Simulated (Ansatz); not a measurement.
**Run report: C10F, single-point calculation (part 3 of 4)**

C10F (slab, 11 atoms in the cell); DFT LDA, scalar-relativistic, plane waves, PAW, PAW set soft_1, spin-polarised (Ansatz 0.2.0); cutoff 420 eV, 8×7×1 k-mesh, Gaussian smearing of 0.05 eV, collinear spins. The structure derives from an entry of the Crystallography Open Database.

Geometry of the input (Å; fractional positions):
```
3.6008  0.0000  0.0000
-1.6597  3.8954  0.0000
0.0000  0.0000  21.7917
C  0.5002  0.3334  0.1836
C  0.4998  0.6666  0.1836
C  0.5002  0.8334  0.2396
C  0.4998  0.1666  0.2396
C  0.5001  0.3353  0.2957
C  0.4999  0.6647  0.2957
C  0.5001  0.8367  0.3520
C  0.4999  0.1633  0.3520
C  0.5004  0.3543  0.4034
C  0.4996  0.6457  0.4034
F  0.8337  0.3543  0.5452
```

**The program's output, continued**
```
SCF iter  36: F=—  HF=-3208.976715 eV  |F-HF|=—  |Δ(HF+E_count)|=   1.94e-3  Δρ=6.29e-3 (↑7.44e-4 ↓6.29e-3)  dr2=9.21e-2  dr2_m=2.49e-2  M=0.803 μB ∫|m|=0.837 μB  β_m=1.20  ethr=2.41e-5  p=-0.295 e·Å  D=-1.75e-1 V/Å  ΔV_dip=3.81 eV  dr2_dipole=3.42e-2  V_vac-E_F(+/−)=10.46/6.65 eV  ⟨swp⟩=1.6  Hψ=2342  notcnv=0  defer=314  κ⁻¹=6.5e-5(r=8)
SCF iter  37: F=—  HF=-3208.977138 eV  |F-HF|=—  |Δ(HF+E_count)|=   4.23e-4  Δρ=4.56e-3 (↑4.25e-4 ↓4.56e-3)  dr2=6.23e-2  dr2_m=1.40e-2  M=0.789 μB ∫|m|=0.832 μB  β_m=1.20  ethr=2.41e-5  p=-0.296 e·Å  D=-1.75e-1 V/Å  ΔV_dip=3.82 eV  dr2_dipole=2.49e-2  V_vac-E_F(+/−)=10.47/6.65 eV  ⟨swp⟩=1.5  Hψ=2457  notcnv=0  defer=314  κ⁻¹=4.5e-5(r=8)
SCF iter  38: F=—  HF=-3208.977255 eV  |F-HF|=—  |Δ(HF+E_count)|=   1.18e-4  Δρ=4.75e-3 (↑3.63e-4 ↓4.75e-3)  dr2=4.37e-2  dr2_m=1.52e-2  M=0.774 μB ∫|m|=0.843 μB  β_m=1.20  ethr=2.41e-5  p=-0.297 e·Å  D=-1.76e-1 V/Å  ΔV_dip=3.83 eV  dr2_dipole=1.40e-2  V_vac-E_F(+/−)=10.47/6.64 eV  ⟨swp⟩=1.0  Hψ=1894  notcnv=0  defer=314  κ⁻¹=1.5e-4(r=8)
SCF iter  39: F=—  HF=-3208.976256 eV  |F-HF|=—  |Δ(HF+E_count)|=   9.99e-4  Δρ=6.33e-3 (↑4.13e-4 ↓6.33e-3)  dr2=4.96e-2  dr2_m=2.81e-2  M=0.802 μB ∫|m|=0.843 μB  β_m=1.20  ethr=2.41e-5  p=-0.297 e·Å  D=-1.76e-1 V/Å  ΔV_dip=3.83 eV  dr2_dipole=1.20e-2  V_vac-E_F(+/−)=10.47/6.64 eV  ⟨swp⟩=1.5  Hψ=2441  notcnv=0  defer=314  κ⁻¹=1.8e-4(r=8)
SCF iter  40: F=—  HF=-3208.976750 eV  |F-HF|=—  |Δ(HF+E_count)|=   4.94e-4  Δρ=2.96e-3 (↑2.14e-4 ↓2.96e-3)  dr2=9.43e-3  dr2_m=6.37e-3  M=0.818 μB ∫|m|=0.865 μB  β_m=1.20  ethr=2.41e-5  p=-0.297 e·Å  D=-1.76e-1 V/Å  ΔV_dip=3.83 eV  dr2_dipole=2.30e-3  V_vac-E_F(+/−)=10.47/6.64 eV  ⟨swp⟩=1.5  Hψ=2478  notcnv=0  defer=314  κ⁻¹=1.2e-4(r=8)
SCF iter  41: F=—  HF=-3208.977642 eV  |F-HF|=—  |Δ(HF+E_count)|=   8.92e-4  Δρ=4.31e-3 (↑4.89e-4 ↓4.31e-3)  dr2=4.61e-2  dr2_m=1.22e-2  M=0.833 μB ∫|m|=0.864 μB  β_m=1.20  ethr=2.01e-5  p=-0.296 e·Å  D=-1.75e-1 V/Å  ΔV_dip=3.82 eV  dr2_dipole=1.77e-2  V_vac-E_F(+/−)=10.47/6.65 eV  ⟨swp⟩=1.5  Hψ=2050  notcnv=0  defer=314  κ⁻¹=1.1e-4(r=7)
SCF iter  42: F=—  HF=-3208.978170 eV  |F-HF|=—  |Δ(HF+E_count)|=   5.28e-4  Δρ=5.71e-3 (↑1.72e-3 ↓5.71e-3)  dr2=5.08e-2  dr2_m=1.41e-2  M=0.846 μB ∫|m|=0.877 μB  β_m=1.20  ethr=2.01e-5  p=-0.298 e·Å  D=-1.76e-1 V/Å  ΔV_dip=3.84 eV  dr2_dipole=6.99e-3  V_vac-E_F(+/−)=10.48/6.63 eV  ⟨swp⟩=2.0  Hψ=2592  notcnv=0  defer=314  κ⁻¹=3.2e-5(r=7)
SCF iter  43: F=—  HF=-3208.974578 eV  |F-HF|=—  |Δ(HF+E_count)|=   3.59e-3  Δρ=5.24e-3 (↑2.11e-3 ↓5.24e-3)  dr2=3.00e-2  dr2_m=1.59e-2  M=1.017 μB ∫|m|=1.046 μB  β_m=1.20  ethr=2.01e-5  p=-0.293 e·Å  D=-1.73e-1 V/Å  ΔV_dip=3.78 eV  dr2_dipole=8.23e-7  V_vac-E_F(+/−)=10.44/6.66 eV  ⟨swp⟩=2.1  Hψ=2992  notcnv=0  defer=314
Mixer restart at iter 43: flushing history
SCF iter  44: F=—  HF=-3208.980434 eV  |F-HF|=—  |Δ(HF+E_count)|=   5.86e-3  Δρ=1.14e-2 (↑2.53e-3 ↓1.14e-2)  dr2=2.92e-1  dr2_m=6.77e-2  M=0.899 μB ∫|m|=0.926 μB  β_m=1.20  ethr=2.01e-5  p=-0.292 e·Å  D=-1.73e-1 V/Å  ΔV_dip=3.77 eV  dr2_dipole=9.25e-2  V_vac-E_F(+/−)=10.45/6.69 eV  ⟨swp⟩=2.0  Hψ=3626  notcnv=0  defer=314  κ⁻¹=1.0e0(r=1)
SCF iter  45: F=—  HF=-3208.984547 eV  |F-HF|=—  |Δ(HF+E_count)|=   4.11e-3  Δρ=1.20e-2 (↑2.77e-3 ↓1.20e-2)  dr2=6.18e-1  dr2_m=7.95e-2  M=0.818 μB ∫|m|=0.851 μB  β_m=1.20  ethr=2.01e-5  p=-0.289 e·Å  D=-1.71e-1 V/Å  ΔV_dip=3.73 eV  dr2_dipole=2.66e-1  V_vac-E_F(+/−)=10.45/6.72 eV  ⟨swp⟩=1.0  Hψ=1860  notcnv=0  defer=314  κ⁻¹=5.1e-2(r=2)
SCF iter  46: F=—  HF=-3208.977434 eV  |F-HF|=—  |Δ(HF+E_count)|=   7.11e-3  Δρ=9.85e-3 (↑2.12e-3 ↓9.85e-3)  dr2=1.15e-1  dr2_m=5.58e-2  M=0.954 μB ∫|m|=0.979 μB  β_m=1.20  ethr=2.01e-5  p=-0.295 e·Å  D=-1.75e-1 V/Å  ΔV_dip=3.81 eV  dr2_dipole=1.46e-2  V_vac-E_F(+/−)=10.46/6.65 eV  ⟨swp⟩=1.5  Hψ=2371  notcnv=0  defer=314  κ⁻¹=8.9e-4(r=3)
SCF iter  47: F=—  HF=-3208.976862 eV  |F-HF|=—  |Δ(HF+E_count)|=   5.72e-4  Δρ=1.06e-2 (↑2.19e-3 ↓1.06e-2)  dr2=1.17e-1  dr2_m=6.80e-2  M=0.952 μB ∫|m|=0.977 μB  ethr=2.13e-6  p=-0.295 e·Å  D=-1.75e-1 V/Å  ΔV_dip=3.81 eV  dr2_dipole=1.38e-2  V_vac-E_F(+/−)=10.46/6.65 eV  ⟨swp⟩=18.2  Hψ=14855  notcnv=0
Mixer restart at iter 47: flushing history
iteration 47: the SCF's residuals had fallen too slowly under its mixing. It goes on by minimising its free energy, and can end on another state than longer mixing would; under `scf.algorithm: density_mixing` no SCF does so, but by `scf.convergence.dm_fallback`
SCF iter  48: F=—  HF=-3208.985823 eV  |F-HF|=—  |Δ(HF+E_count)|=   8.96e-3  Δρ=1.18e-2 (↑8.62e-4 ↓1.18e-2)  dr2=2.12e-1  dr2_m=9.09e-2  M=1.034 μB ∫|m|=1.067 μB  ethr=2.13e-6  p=-0.302 e·Å  D=-1.79e-1 V/Å  ΔV_dip=3.90 eV  dr2_dipole=6.83e-2  V_vac-E_F(+/−)=10.47/6.57 eV  ⟨swp⟩=13.8  Hψ=18108  notcnv=0
SCF iter  49: F=—  HF=-3208.978169 eV  |F-HF|=—  |Δ(HF+E_count)|=   7.65e-3  Δρ=1.30e-3 (↑4.30e-4 ↓1.30e-3)  dr2=1.79e-2  dr2_m=9.27e-4  M=0.949 μB ∫|m|=0.979 μB  ethr=2.13e-6  p=-0.296 e·Å  D=-1.75e-1 V/Å  ΔV_dip=3.82 eV  dr2_dipole=9.74e-3  V_vac-E_F(+/−)=10.47/6.65 eV  ⟨swp⟩=12.0  Hψ=13140  notcnv=0
SCF iter  50: F=—  HF=-3208.977986 eV  |F-HF|=—  |Δ(HF+E_count)|=   1.83e-4  Δρ=2.72e-4 (↑7.09e-5 ↓2.72e-4)  dr2=5.75e-4  dr2_m=5.37e-5  M=0.968 μB ∫|m|=0.996 μB  ethr=2.13e-6  p=-0.298 e·Å  D=-1.76e-1 V/Å  ΔV_dip=3.84 eV  dr2_dipole=2.29e-4  V_vac-E_F(+/−)=10.47/6.63 eV  ⟨swp⟩=9.2  Hψ=10516  notcnv=0
SCF iter  51: F=—  HF=-3208.978004 eV  |F-HF|=—  |Δ(HF+E_count)|=   1.78e-5  Δρ=2.01e-4 (↑2.56e-5 ↓2.01e-4)  dr2=5.19e-4  dr2_m=2.66e-5  M=0.945 μB ∫|m|=0.974 μB  ethr=1.22e-6  p=-0.298 e·Å  D=-1.76e-1 V/Å  ΔV_dip=3.84 eV  dr2_dipole=2.73e-4  V_vac-E_F(+/−)=10.47/6.63 eV  ⟨swp⟩=6.2  Hψ=9771  notcnv=0
SCF iter  52: F=—  HF=-3208.978004 eV  |F-HF|=—  |Δ(HF+E_count)|=   3.40e-7  Δρ=7.65e-6 (↑4.67e-6 ↓7.65e-6)  dr2=5.05e-7  dr2_m=6.31e-8  M=0.931 μB ∫|m|=0.960 μB  ethr=1.10e-6  p=-0.298 e·Å  D=-1.76e-1 V/Å  ΔV_dip=3.84 eV  dr2_dipole=2.47e-7  V_vac-E_F(+/−)=10.47/6.63 eV  ⟨swp⟩=4.2  Hψ=5930  notcnv=0
SCF iter  53: F=—  HF=-3208.978004 eV  |F-HF|=—  |Δ(HF+E_count)|=   4.43e-7  Δρ=1.85e-6 (↑1.52e-6 ↓1.85e-6)  dr2=4.71e-8  dr2_m=5.34e-9  M=0.926 μB ∫|m|=0.955 μB  ethr=2.13e-10  p=-0.298 e·Å  D=-1.76e-1 V/Å  ΔV_dip=3.84 eV  dr2_dipole=3.01e-8  V_vac-E_F(+/−)=10.47/6.63 eV  ⟨swp⟩=10.4  Hψ=15582  notcnv=0
SCF iter  54: F=—  HF=-3208.978004 eV  |F-HF|=—  |Δ(HF+E_count)|=   2.05e-8  Δρ=2.07e-6 (↑6.47e-7 ↓2.07e-6)  dr2=4.40e-8  dr2_m=2.41e-9  M=0.924 μB ∫|m|=0.954 μB  ethr=1.00e-10  p=-0.298 e·Å  D=-1.76e-1 V/Å  ΔV_dip=3.84 eV  dr2_dipole=1.91e-8  V_vac-E_F(+/−)=10.47/6.63 eV  ⟨swp⟩=7.0  Hψ=13065  notcnv=0
SCF iter  55: F=—  HF=-3208.978004 eV  |F-HF|=—  |Δ(HF+E_count)|=  2.13e-10  Δρ=1.96e-6 (↑3.03e-7 ↓1.96e-6)  dr2=4.01e-8  dr2_m=2.14e-9  M=0.924 μB ∫|m|=0.954 μB  ethr=9.37e-11  p=-0.298 e·Å  D=-1.76e-1 V/Å  ΔV_dip=3.84 eV  dr2_dipole=1.97e-8  V_vac-E_F(+/−)=10.47/6.63 eV  ⟨swp⟩=7.4  Hψ=11669  notcnv=0
SCF iter  56: F=—  HF=-3208.978004 eV  |F-HF|=—  |Δ(HF+E_count)|=  4.94e-10  Δρ=1.47e-6 (↑3.26e-7 ↓1.47e-6)  dr2=3.36e-8  dr2_m=1.44e-9  M=0.924 μB ∫|m|=0.954 μB  ethr=8.52e-11  p=-0.298 e·Å  D=-1.76e-1 V/Å  ΔV_dip=3.84 eV  dr2_dipole=1.78e-8  V_vac-E_F(+/−)=10.47/6.63 eV  ⟨swp⟩=7.1  Hψ=11265  notcnv=0
SCF iter  57: F=-3208.978004 eV  HF=-3208.978004 eV  |F-HF|=3.72e-9  |Δ(HF+E_count)|=  2.11e-10  Δρ=4.79e-7 (↑1.35e-7 ↓4.79e-7)  dr2=2.51e-9  dr2_m=1.69e-10  M=0.924 μB ∫|m|=0.954 μB  ethr=7.14e-11  p=-0.298 e·Å  D=-1.76e-1 V/Å  ΔV_dip=3.84 eV  dr2_dipole=1.38e-9  V_vac-E_F(+/−)=10.47/6.63 eV  ⟨swp⟩=5.4  Hψ=9605  notcnv=0
iter 58 did not close the SCF: its close was put off for the exchange–correlation potential of the local minority spin (scf_convergence_deferred on its scf_iter line)
SCF iter  58: F=-3208.978004 eV  HF=-3208.978004 eV  |F-HF|=3.73e-9  |Δ(HF+E_count)|=  5.91e-12  Δρ=4.79e-7 (↑1.35e-7 ↓4.79e-7)  dr2=2.51e-9  dr2_m=1.69e-10  M=0.924 μB ∫|m|=0.954 μB  ethr=5.34e-12  p=-0.298 e·Å  D=-1.76e-1 V/Å  ΔV_dip=3.84 eV  dr2_dipole=1.38e-9  V_vac-E_F(+/−)=10.47/6.63 eV  ⟨swp⟩=5.4  Hψ=9605  notcnv=0
SCF iter  59: F=-3208.978004 eV  HF=-3208.978004 eV  |F-HF|=2.27e-10  |Δ(HF+E_count)|=   1.06e-8  Δρ=1.08e-7 (↑2.24e-8 ↓1.08e-7)  dr2=1.35e-10  dr2_m=7.66e-12  M=0.924 μB ∫|m|=0.954 μB  ethr=5.34e-12  p=-0.298 e·Å  D=-1.76e-1 V/Å  ΔV_dip=3.84 eV  dr2_dipole=7.40e-11  V_vac-E_F(+/−)=10.47/6.63 eV  ⟨swp⟩=6.2  Hψ=10662  notcnv=0
SCF 1 converged in 59 iterations: F = -3208.978004 eV  dr2 = 1.35e-10
  greatest PAW one-centre occupation: 0.936 electrons in one spin orbital (limit 2), on the F atom at site 10 (counted from 0), in its partial waves of l = 0
```

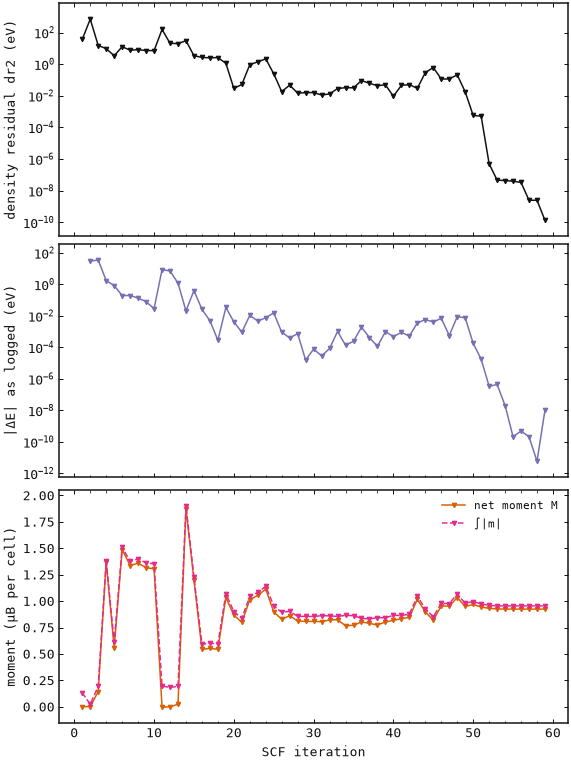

**Figure 1.** Convergence of the self-consistent field: density residual dr2, size of the energy change and magnetic moment against the SCF iteration. The residual falls unevenly and jumps up by a factor of two or more 10 times on the way down. The net moment goes from 0.0 to 0.9 μB per cell, with excursions between 0.0 and 1.9 on the way.

```
at 2 of the mixer's solves, the last at iteration 42, it left a direction of its history that read negative out of its fit and stepped the other way along it
WARN: The output density's exchange-correlation potential varies sharply where the density is thin. Do not read a vacuum level from v_tot or v_xc, or from such a field of the output density. On a cell that repeats whose density bears no net charge and no dipole along the vacuum's axis use v_es (v_loc + v_h of the components); under efield.dipole_correction with no amplitude use v_es + v_field, which holds any external_charges[].barrier, or the levels of the report's work_function block, which leave it out; under a non-zero efield.amplitude the vacuum is tilted and has no level; on a cell that repeats and bears such a dipole with no correction it is tilted too, and efield.dipole_correction with no amplitude gives each side of its ramp a level where efield: is served; in a cell that repeats whose density bears a net charge (total_charge, or a fill off its count) it is curved and has none; of a slab under crystal.periodic whose density bears no net charge use v_es, which has a level on each side, short of where the two are joined; of another it falls or rises all the way out and has none; of a slab beside external_charges read slab_vacuum_level instead, which it has where they leave it neutral. The grid or the basis barely resolves most such structure, and the values can differ between equally converged runs; as a rule a tighter scf.convergence.dr2_threshold does not remove it. Where the density itself ripples (under the LDA too) a higher basis.ecutwfc lessens it. The files hold the spikes' plane waves up to the density's cutoff. Files: v_tot_of_output_density and the like, and their columns of v_z.tsv (output.write_potential); v_xc_of_output_density and the like, and their columns of v_comp_z.tsv (output.write_potential_components). Measured: with its Gaussian average of σ = 0.25 Å subtracted twice, the exchange-correlation potential is over 0.1 eV at 197 of the grid points where the equally averaged density (valence and model cores) is under 1e-3 e/Å³, and 0.309 eV at the most among them, at an averaged density of 4.6e-5 e/Å³. The input density's (outcome.potential() and, of a run that writes arrays, v_tot and v_xc) is over 0.1 eV, so measured, at 197 points of its own thin density, 0.309 eV at the most. See output.write_potential in the manual, Limitations
SCF converged after 59 iterations
Stability not told: the SCF's own minimisation came to no verdict on its close, and a probe of this close gave no reading; the lowest value that the minimisation read is 4.0e-2 (residual 2.0e-3): no lower mode is shown, and none is ruled out
Magnetization: 0.9241 μB (23.9620 up, 23.0380 down)
Absolute magnetization: 0.9539 μB (∫|ρ↑−ρ↓|, with the PAW one-centre terms)
Spin contamination: 0.0186 ħ² per cell (⟨S²⟩ above its minimum at these occupations)
Per-site moments (μB) at R_I (Å): [(0.008003550499130903, 0.5822067935473129), (0.021035120678538775, 0.5822067935473129), (0.002676680282410111, 0.5822067935473129), (0.003337995715576129, 0.5822067935473129), (-0.00018916748736262783, 0.5754287551997156), (0.0005697215901156442, 0.5754287551997156), (0.0001064974172976406, 0.5701450189425702), (-0.00023604539630654685, 0.5701450189425703), (0.00191906636530792, 0.509281623914183), (-0.0014210704100277667, 0.509281623914183), (0.8338354880124953, 1.367406134594542)]
Free energy (F): -3208.978004 eV
Harris-Foulkes:  -3208.978004 eV  (|F-HF|=2.27e-10)
Internal energy: -3208.958778 eV  (E = F + TS)
E sigma→0 (E₀):  -3208.968391 eV
Entropy (-TS):   -0.019226 eV (-1.748 meV/atom)
Fermi energy:    -4.134362 eV
Dipole field:    D = -0.176133 V/Å  (p = -0.297521 e·Å, saw-weighted, corrected)
Work function:   Φ+ = 10.4683 eV   Φ− = 6.6300 eV
Levels:          The Fermi level and band energies are counted from a zero that moves with the ramp; work functions are not
--- Per-component energies (eV) ---
  E_band       = -550.328725
  E_kinetic    = 1060.659214
  E_local      = -21604.526946  (includes V_loc(G=0)·N_el)
  E_nonlocal   = 337.750403
  E_hartree    = 10238.174013
  E_xc         = -528.482051
  E_vxc        = -657.019370  (∫ρ·V_xc dr)
  E_paw        = -1115.994750  (= ΣΔE_a)
  E_vpaw       = -157.776473  (= ΣTr[D̂ρ^β])
  E_aug_tail   = 0.000818  (compensation charges beyond the density's cutoff)
  E_efield     = 0.026202  (sawtooth field / dipole correction)
  E_vefield    = -5.763993  (∫n·V_field dr)
  E_ewald      = 8402.692743
  E_core_change = 0.741576  (= ΣΔE_core)
  E_smearing   = -0.019226  (= −TS)
  E_closure    = -0.000000  (closes the sum)
  Σ components = -3208.978004   (vs F -3208.978004, Δ=0.00e0)
--- Forces (eV/Å), atoms counted from 1 ---
  atom   1  C     -2.73681925     6.39109382     1.21063162
  atom   2  C      2.73882252    -6.39857746     1.22595636
  atom   3  C     -0.12748764     0.32955690    -1.19245704
  atom   4  C      0.12578242    -0.32342483    -1.19271112
  atom   5  C     -0.00922460    -0.00232801    -0.08191690
  atom   6  C      0.01475650     0.00635067    -0.08939368
  atom   7  C      0.11755331    -0.28205021     0.21125748
  atom   8  C     -0.11510193     0.25276548     0.22243347
  atom   9  C      0.04697448    -0.01553387     0.00681953
  atom  10  C     -0.03690562     0.05791658    -0.04360022
  atom  11  F     -0.01833047    -0.01570466    -0.27792400
  max |Σ_I F_I| component: 9.04e-4 eV/Å
--- Band table (eV; the first three rows and the last of 58) ---
```
